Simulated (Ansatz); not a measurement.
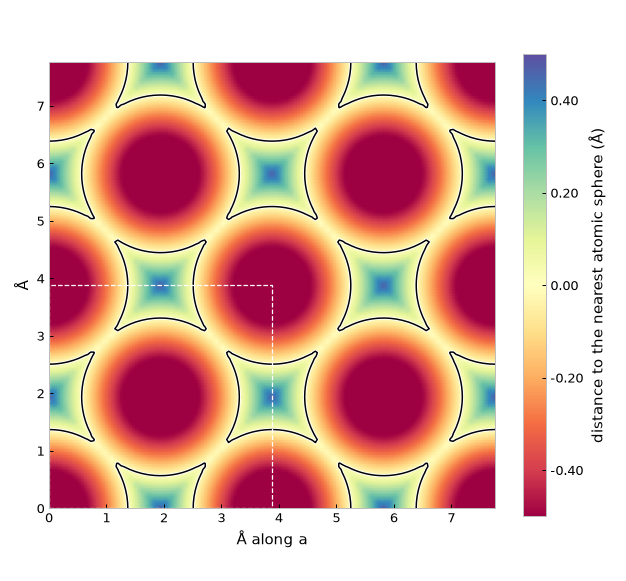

Map of the distance to the nearest atomic sphere in Hg (Im-3m), computed on the section y = 0.250 (parallel to a and c; the dashed line is one cell). The black line marks the spheres' surfaces; positive values are empty space; unlabelled circles belong to atoms above or below the section.

Hard-sphere model; touching radii (half the shortest distance): Hg 1.68 Å.

Origin of the cell: the geometry relaxed with DFT PBE, scalar-relativistic, plane waves, PAW in Ansatz.

```yaml
crystal:
  lattice:
    - [3.87939, 0.00000, 0.00000]
    - [0.00000, 3.87939, 0.00000]
    - [0.00000, 0.00000, 3.87939]
  atoms:
    - { symbol: Hg, position: [0.00000, 0.00000, 0.00000] }
    - { symbol: Hg, position: [0.50000, 0.50000, 0.50000] }
```

Where is the largest hole in this section, and how large is it?

Answer. At 0.000, 0.250, 0.500 (fractional), where the distance reaches 0.49 Å; it is enclosed by 4 Hg in a tetrahedral arrangement. It is the largest hole of the crystal.

How much of the crystal lies outside the spheres?

Answer. About 32 % of the cell's volume, and 21 % of this section's area.

What can pass through?

Answer. The largest sphere that fits anywhere has a diameter of 0.98 Å; the largest that can travel through the crystal, about 0.8 Å.
